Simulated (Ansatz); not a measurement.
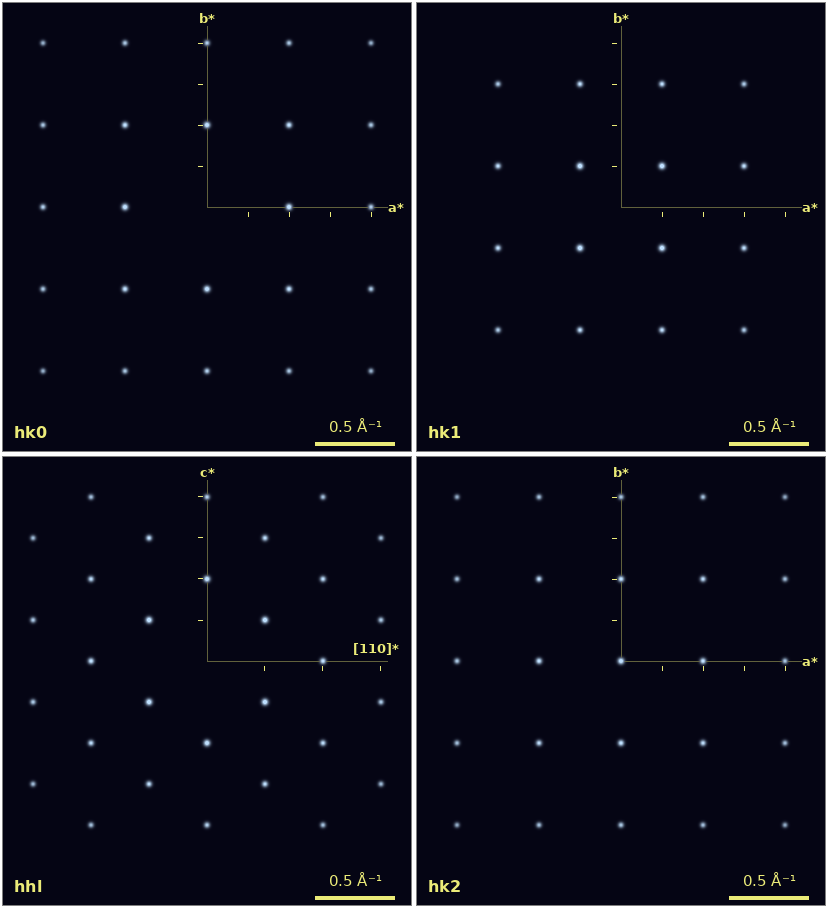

Simulated precession-type sections (X-rays; kinematic intensities, B = 0.5 Å²). The ticks mark integer indices of the conventional cell.

### What cell do the layers give?

a* = 0.261, b* = 0.261, c* = 0.261 Å⁻¹; the cell is cubic with a = 3.83 Å.

### Which reflection conditions do the layers show?

Reflections are present only under these conditions. hkl: h + k = 2n, h + l = 2n; hk0: h = 2n, k = 2n; hhl: h + l = 2n; h00: h = 2n. The lattice is face-centred (F).

### Which space groups fit?

The intensities have Laue symmetry m-3m (the hk0 layer shows 4mm, hk1 shows 4mm). With these conditions the candidates are F432 (No. 209), F-43m (No. 216), Fm-3m (No. 225). Diffraction geometry alone does not choose among them; the structure has Fm-3m. The compound is Ru. Structure: the end point of a relaxation with DFT, revPBE, plane waves (420 eV) with PAW, scalar-relativistic in Ansatz 0.2.0; the starting structure was generated, so it need not be a known form of this composition.
